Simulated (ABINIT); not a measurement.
# Pd: positron calculation (part 1 of 2)

System: Pd (Fm-3m, 1 atom in the cell).
Method: Kohn-Sham DFT of a periodic cell, LDA, JTH PAW LDA v2.0, no spin polarisation (ABINIT 10.8.3).

The structure derives from an entry of the Crystallography Open Database.

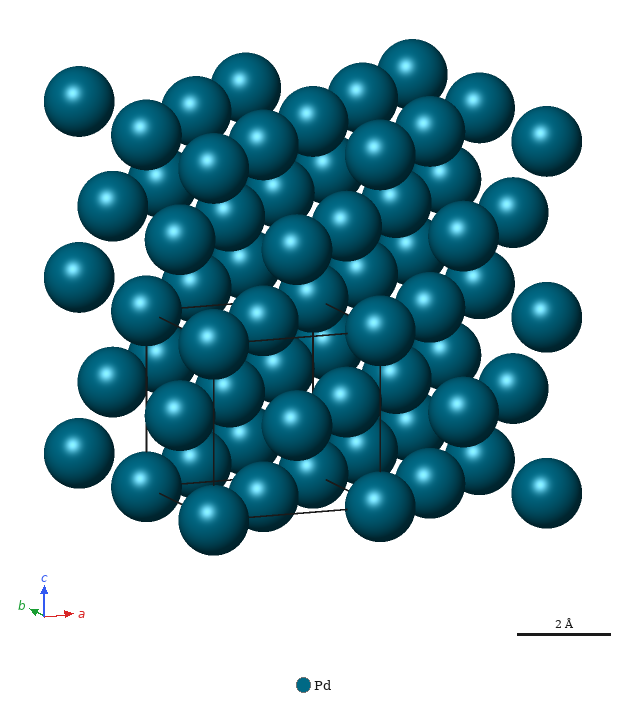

The structure as given in the input (spheres-only view of the cell 4 times as large as that of the calculation, set on its symmetry axes, repeated 2 × 2 × 2, seen slightly off an axis).

**Results in brief**

- outcome: converged
- space group (tolerance 0.01 Å): Fm-3m (225)
- electrons treated: 18
- free energy: −3512.4334 eV
- positron lifetime (one of the program's estimates): 100.1 ps
- Fermi energy: 11.707 eV
- gap on the k-point mesh: none (metallic)
- pressure: −8.64 GPa
- largest force (length of the vector): under 0.001 eV/Å
- hardware: 1 thread of Arm Neoverse V2, 24 GiB of memory available, shared host
- wall time: 8 s
- peak memory: 0.08 GiB

**Notes**

Points of doubt noted for this run: cutoff too low for stress; PAW basis incomplete for positron. The cell is under a tension of 8.6 GPa at this level, so it is not at its equilibrium volume.

**The input**
```
# Datasets
ndtset 2

# Pseudopotentials
pp_dirpath "./"
pseudos "Pd.LDA_PW-JTH.xml"

# Structure
acell 3*1.0
rprim
     0.0000000000     3.6783519016     3.6783519016
     3.6783519016     0.0000000000     3.6783519016
     3.6783519016     3.6783519016     0.0000000000
ntypat 1
znucl 46
natom 1
typat 1
xred
            0.0            0.0            0.0

# Plane-wave basis
ecut 18.0
pawecutdg 36.0

# Exchange and correlation
ixc 7

# SCF cycle
nstep 80

# Output
iomode 3
prteig 0
prtebands 0
prtwf 0

# Dataset 1: electrons
kptopt1 1
ngkpt1 8 8 8
nshiftk1 1
shiftk1 0.0 0.0 0.0
nband1 13
occopt1 3
tsmear1 0.2 eV
tolvrs1 1.0e-10
prtden1 1

# Dataset 2: positron in the electrons' density
positron2 1
ixcpositron2 1
getden2 1
kptopt2 0
nkpt2 1
kpt2 0.0 0.0 0.0
nband2 1
occopt2 2
occ2 1.0
posocc2 1.0
toldfe2 1.0e-9
optforces2 0
optstress2 0
prtden2 0
```

Launch command:
```bash
abinit run.abi > log 2>&1
```

**Log**
```
.Version 10.8.3 of ABINIT
 DATASET    1 : space group Fm -3 m (#225); Bravais cF (face-center cubic)
================================================================================
 Values of the parameters that define the memory need for DATASET  1.
     intxc =       0    ionmov =       0      iscf =      17    lmnmax =      18
     lnmax =       6     mgfft =      20  mpssoang =       3    mqgrid =    3001
     natom =       1  nloc_mem =       2    nspden =       1   nspinor =       1
    nsppol =       1      nsym =      48    n1xccc =       1    ntypat =       1
    occopt =       3   xclevel =       1
       mpw =         380          nfft =        8000          nkpt =          29
 PAW method is used; the additional fine FFT grid is defined by:
   mgfftf=        30    nfftf =     27000
================================================================================
================================================================================

 DATASET    2 : space group Fm -3 m (#225); Bravais cF (face-center cubic)
================================================================================
 Values of the parameters that define the memory need for DATASET  2.
     intxc =       0    ionmov =       0      iscf =      17    lmnmax =      18
     lnmax =       6     mgfft =      20  mpssoang =       3    mqgrid =    3001
     natom =       1  nloc_mem =       2    nspden =       1   nspinor =       1
    nsppol =       1      nsym =      48    n1xccc =       1    ntypat =       1
    occopt =       2   xclevel =       1
       mpw =         170          nfft =        8000          nkpt =           1
 PAW method is used; the additional fine FFT grid is defined by:
   mgfftf=        30    nfftf =     27000
================================================================================
================================================================================

--------------------------------------------------------------------------------
------------- Echo of variables that govern the present computation ------------
--------------------------------------------------------------------------------
 -outvars: echo values of preprocessed input variables --------
            acell      1.0000000000E+00  1.0000000000E+00  1.0000000000E+00 Bohr
              amu      1.06420000E+02
             ecut      1.80000000E+01 Hartree
           getden1          0
           getden2          1
              ixc           7
           jdtset        1    2
           kptopt1          1
           kptopt2          0
         kptrlatt        8    0    0      0    8    0      0    0    8
          kptrlen1     4.16158012E+01
          kptrlen2     3.00000000E+01
            natom           1
            nband1         13
            nband2          1
           ndtset           2
            ngfft          20      20      20
          ngfftdg          30      30      30
             nkpt1         29
             nkpt2          1
            nstep          80
             nsym          48
           ntypat           1
           occopt1          3
           occopt2          2
        optforces1          2
        optforces2          0
        optstress1          1
        optstress2          0
        pawecutdg      3.60000000E+01 Hartree
         positron1          0
         positron2          1
           prtden1          1
           prtden2          0
        prtebands           0
           prteig           0
            prtwf           0
            rprim      0.0000000000E+00  3.6783519016E+00  3.6783519016E+00
                       3.6783519016E+00  0.0000000000E+00  3.6783519016E+00
                       3.6783519016E+00  3.6783519016E+00  0.0000000000E+00
           shiftk1     0.00000000E+00  0.00000000E+00  0.00000000E+00
           shiftk2     5.00000000E-01  5.00000000E-01  5.00000000E-01
          spgroup         225
           toldfe1     0.00000000E+00 Hartree
           toldfe2     1.00000000E-09 Hartree
           tolvrs1     1.00000000E-10
           tolvrs2     0.00000000E+00
           tsmear1     7.34986444E-03 Hartree
           tsmear2     1.00000000E-02 Hartree
            typat      1
           useylm           1
            znucl       46.00000

================================================================================

 chkinp: Checking input parameters for consistency, jdtset=   1.

 chkinp: Checking input parameters for consistency, jdtset=   2.

================================================================================
== DATASET  1 ==================================================================

--- !DatasetInfo
iteration_state: {dtset: 1, }
dimensions: {natom: 1, nkpt: 29, mband: 13, nsppol: 1, nspinor: 1, nspden: 1, mpw: 380, }
cutoff_energies: {ecut:  18.0, pawecutdg:  36.0, }
electrons: {nelect:   1.80000000E+01, charge:   0.00000000E+00, occopt:   3.00000000E+00, tsmear:   7.34986444E-03, }
meta: {optdriver: 0, ionmov: 0, optcell: 0, iscf: 17, paral_kgb: 0, }
...

 Exchange-correlation functional for the present dataset will be:
  LDA: Perdew-Wang 92 LSD fit to Ceperley-Alder data - ixc=7
  J.P.Perdew and Y.Wang, PRB 45, 13244 (1992)

 Real(R)+Recip(G) space primitive vectors, cartesian coordinates (Bohr,Bohr^-1):
 R(1)=  0.0000000  3.6783519  3.6783519  G(1)= -0.1359304  0.1359304  0.1359304
 R(2)=  3.6783519  0.0000000  3.6783519  G(2)=  0.1359304 -0.1359304  0.1359304
 R(3)=  3.6783519  3.6783519  0.0000000  G(3)=  0.1359304  0.1359304 -0.1359304
 Unit cell volume ucvol=  9.9538209E+01 bohr^3
 Angles (23,13,12)=  6.00000000E+01  6.00000000E+01  6.00000000E+01 degrees

 Coarse grid specifications (used for wave-functions):

 getcut: wavevector=  0.0000  0.0000  0.0000  ngfft=  20  20  20
         ecut(hartree)=     18.000   => boxcut(ratio)=   2.01308

 Fine grid specifications (used for densities):

 getcut: wavevector=  0.0000  0.0000  0.0000  ngfft=  30  30  30
         ecut(hartree)=     36.000   => boxcut(ratio)=   2.13756

--- Pseudopotential description ------------------------------------------------
- pspini: atom type   1  psp file is ./Pd.LDA_PW-JTH.xml
 Pseudopotential format is: paw10
 basis_size (lnmax)=  6 (lmn_size= 18), orbitals=   0   0   1   1   2   2
 Spheres core radius: rc_sph= 2.51164926
 Shapefunction is SIN type: shapef(r)=[sin(pi*r/rshp)/(pi*r/rshp)]**2
 Radius for shape functions =  2.51164926
 Compensation charge density is not taken into account in XC energy/potential

   8.06259702E+02                                ecore*ucvol(ha*bohr**3)
--------------------------------------------------------------------------------

================================================================================

--- !BeginCycle
iteration_state: {dtset: 1, }
solver: {iscf: 17, nstep: 80, nline: 4, wfoptalg: 10, }
tolerances: {tolvrs: 1.00E-10, }
...

     iter   Etot(hartree)      deltaE(h)  residm     nres2
 ETOT  1  -124.91758218788    -1.249E+02 5.783E+01 7.716E+01
 ETOT  2  -129.25620992608    -4.339E+00 1.069E-01 6.964E+01
 ETOT  3  -129.08591864154     1.703E-01 1.159E-01 1.191E+01
 ETOT  4  -129.09573592059    -9.817E-03 1.738E-02 9.127E+00
 ETOT  5  -129.09222511897     3.511E-03 3.710E-03 7.252E+00
 ETOT  6  -129.08406692009     8.158E-03 8.107E-04 3.558E+00
 ETOT  7  -129.08219130787     1.876E-03 9.029E-04 2.311E+00
 ETOT  8  -129.08186836908     3.229E-04 2.679E-04 1.826E+00
 ETOT  9  -129.08171278614     1.556E-04 1.081E-04 1.675E+00
 ETOT 10  -129.08166860472     4.418E-05 8.440E-05 1.591E+00
 ETOT 11  -129.08165341665     1.519E-05 5.708E-05 1.586E+00
 ETOT 12  -129.07973978634     1.914E-03 7.481E-04 3.369E-01
 ETOT 13  -129.07992521228    -1.854E-04 8.819E-05 4.786E-01
 ETOT 14  -129.08253639729    -2.611E-03 1.284E-03 2.471E+00
 ETOT 15  -129.08006893806     2.467E-03 1.030E-03 5.189E-01
 ETOT 16  -129.07948897519     5.800E-04 7.398E-04 2.808E-03
 ETOT 17  -129.07956428610    -7.531E-05 3.766E-05 1.185E-02
 ETOT 18  -129.07956298649     1.300E-06 4.000E-05 1.029E-02
 ETOT 19  -129.07954870918     1.428E-05 3.018E-05 2.837E-03
 ETOT 20  -129.07954537805     3.331E-06 2.775E-05 1.114E-04
 ETOT 21  -129.07954605487    -6.768E-07 2.633E-05 4.759E-05
 ETOT 22  -129.07954607671    -2.184E-08 3.043E-05 3.839E-05
 ETOT 23  -129.07954769083    -1.614E-06 3.747E-05 1.164E-03
 ETOT 24  -129.07954609424     1.597E-06 1.453E-05 5.256E-05
 ETOT 25  -129.07954606446     2.978E-08 3.688E-05 2.747E-05
 ETOT 26  -129.07954618083    -1.164E-07 1.245E-05 9.259E-05
 ETOT 27  -129.07954602867     1.522E-07 3.560E-05 3.243E-07
 ETOT 28  -129.07954603274    -4.074E-09 8.325E-06 7.686E-08
 ETOT 29  -129.07954603240     3.461E-10 2.643E-05 1.682E-09
 ETOT 30  -129.07954603243    -3.695E-11 1.105E-05 4.960E-10
 ETOT 31  -129.07954603244    -8.271E-12 2.086E-05 1.715E-10
 ETOT 32  -129.07954603244     3.411E-13 1.471E-05 1.160E-12

 At SCF step   32       nres2   =  1.16E-12 < tolvrs=  1.00E-10 =>converged.

 Cartesian components of stress tensor (hartree/bohr^3)
  sigma(1 1)=  2.93816586E-04  sigma(3 2)=  0.00000000E+00
  sigma(2 2)=  2.93816586E-04  sigma(3 1)=  0.00000000E+00
  sigma(3 3)=  2.93816586E-04  sigma(2 1)=  0.00000000E+00

--- !ResultsGS
iteration_state: {dtset: 1, }
comment   : Summary of ground state results
lattice_vectors:
- [  0.0000000,   3.6783519,   3.6783519, ]
- [  3.6783519,   0.0000000,   3.6783519, ]
- [  3.6783519,   3.6783519,   0.0000000, ]
lattice_lengths: [   5.20198,    5.20198,    5.20198, ]
lattice_angles: [ 60.000,  60.000,  60.000, ] # degrees, (23, 13, 12)
lattice_volume:   9.9538209E+01
convergence: {deltae:  3.411E-13, res2:  1.160E-12, residm:  1.471E-05, diffor: null, }
etotal    :  -1.29079546E+02
entropy   :   0.00000000E+00
fermie    :   4.30239977E-01
cartesian_stress_tensor: # hartree/bohr^3
- [  2.93816586E-04,   0.00000000E+00,   0.00000000E+00, ]
- [  0.00000000E+00,   2.93816586E-04,   0.00000000E+00, ]
- [  0.00000000E+00,   0.00000000E+00,   2.93816586E-04, ]
pressure_GPa:  -8.6444E+00
xred      :
- [  0.0000E+00,   0.0000E+00,   0.0000E+00, Pd]
cartesian_forces: # hartree/bohr
- [ -0.00000000E+00,  -0.00000000E+00,  -0.00000000E+00, ]
force_length_stats: {min:   0.00000000E+00, max:   0.00000000E+00, mean:   0.00000000E+00, }
...

 Integrated electronic density in atomic spheres:
 ------------------------------------------------
 Atom  Sphere_radius  Integrated_density
    1        2.51165         16.91288284

================================================================================

 ----iterations are completed or convergence reached----

 Mean square residual over all n,k,spin=   39.195E-09; max=  14.706E-06
 reduced coordinates (array xred) for    1 atoms
       0.000000000000      0.000000000000      0.000000000000
 rms dE/dt=  0.0000E+00; max dE/dt=  0.0000E+00; dE/dt below (all hartree)
    1       0.000000000000      0.000000000000      0.000000000000
```
